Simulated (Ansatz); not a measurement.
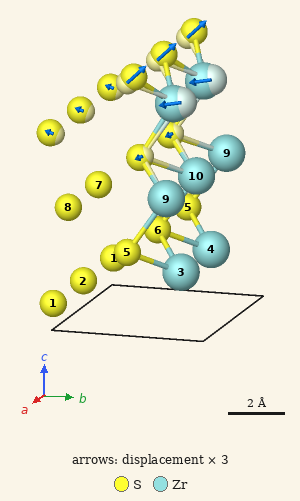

A constrained relaxation of a slab of composition ZrS₂ (cut from the P-3m1 phase). The starting structure is drawn faded, the final one solid; blue arrows show the displacements, 3 times their true length.

A ball-and-stick model of the cell of the calculation, outlined in the plane, without the vacuum (origin shifted), seen slightly off an axis.

Case: clean slab, lower half held. The slab is the (1 0 0) face of ZrS2. 8 atoms are held fixed.

The calculation used DFT PBE+D3(BJ), scalar-relativistic, plane waves, PAW in Ansatz. Settings: plane-wave cutoff 420 eV; k-point mesh 4 × 5 × 1; occupations gaussian; smearing width 0.05 eV; no spin polarisation; dipole correction; atoms relaxed in a fixed cell; force threshold 0.03 eV/Å; at most 70 steps.

> What happened in the run?

The energy falls by 0.679 eV per cell of the calculation in 4 accepted moves (5 points after the start). Largest force component: 2 eV/Å at the start, 0.016 eV/Å at the end. The line search rejected the trial step at point 3 of the run. The largest moves, 0.33 Å, are those of S atoms. Largest moves by element: S 0.33 Å, Zr 0.29 Å. The cell doesn't change. Near-neighbour distances that change, for instance: S–Zr 2.557 → 2.443 Å, S–Zr 2.557 → 2.624 Å, S–Zr 2.557 → 2.512 Å, S–Zr 2.557 → 2.600 Å. Among the angles between lasting bonds that change: S–Zr–S 180.0° → 162.4°, S–Zr–S 90.6° → 105.6°, Zr–S–Zr 90.6° → 96.1°. Cost: 2.9 min on 4 threads of Arm Neoverse V2, with other jobs on the host, peak memory 2.3 GiB.
